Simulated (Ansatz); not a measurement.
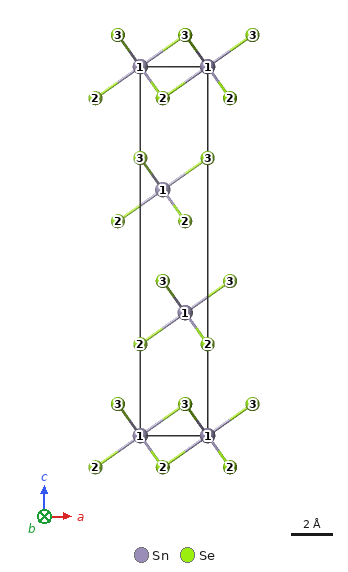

Starting structure of a crystal of SnSe2 (built on the CdCl2 (3R octahedral) bulk type). A ball-and-stick model of the conventional cell (3 times the calculation's cell), seen along the b axis. Lengths and directions refer to the drawn axes.

Level of theory: DFT, PBE-D3(BJ), plane waves, PAW in Ansatz.

Input
```yaml
crystal:
  lattice:
    - [1.92728293, 1.1127173184, 6.102513382]
    - [-1.92728293, 1.1127173184, 6.102513382]
    - [0.0, -2.2254346369, 6.102513382]
  atoms:
    - { symbol: Sn, position: [0.0, 0.0, 0.0] }
    - { symbol: Se, position: [0.2477807862, 0.2477807862, 0.2477807862] }
    - { symbol: Se, position: [0.7522192138, 0.7522192138, 0.7522192138] }
kpoints:
  mp_grid: { grid: [8, 8, 8] }
hamiltonian:
  xc: pbe
  dispersion: d3bj
scf:
  occupations: { method: fermi_dirac, width: 0.02 }
relax:
  f_tol: 0.005
  cell: {}
```

Launched with:
```bash
ansatz run input.yaml --threads 2 --pin off --max-ram 2211MiB --backend cpu --events-out ev --progress --plain --runs-dir out
```

Predict the outcome.

Answer. After 3 accepted moves (5 points after the start) the energy has fallen by 4.5 meV per cell of the calculation. Largest force component: 0.16 eV/Å at the start, 0.00086 eV/Å at the end. Pressure: 0.30 GPa at the start and 0.01 GPa at the end. The line search rejected the trial step at point 1 of the run. At 1 point the geometry stayed and the basis and grid were re-selected for the new cell (energy shift of less than 0.05 meV per cell of the calculation at most each time). The largest moves relative to the cell, 0.006 Å, are those of Se2 and Se3. Se2 goes along −c. Sn stays in place. The drawn cell changes as follows: a = b 3.855 → 3.835 Å (−0.5 %), c 18.308 → 18.533 Å (+1.2 %); the volume changes by +0.2 %. Among the contacts that change: Sn1–Se2 2.721 → 2.726 Å. The space group stays R-3m (No. 166). The run took 21 s on 2 threads of Intel(R) Xeon(R) Platinum 8259CL CPU @ 2.50GHz (Skylake/Cascade Lake) (shared host), peak memory 0.51 GiB.

The structure at the end:

```xyz
3
Lattice="1.9173 1.1070 6.1777 -1.9173 1.1070 6.1777 0.0000 -2.2139 6.1777" Properties=species:S:1:pos:R:3 pbc="T T T"
Sn    0.0000   -2.2139    6.1777
Se    0.0000    0.0000    4.5866
Se    0.0000    0.0000   13.9465
```

After the run, drawn alike:

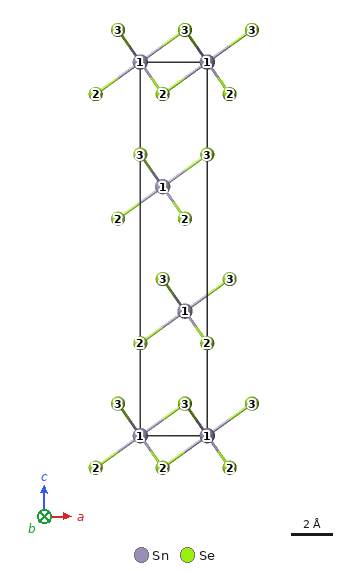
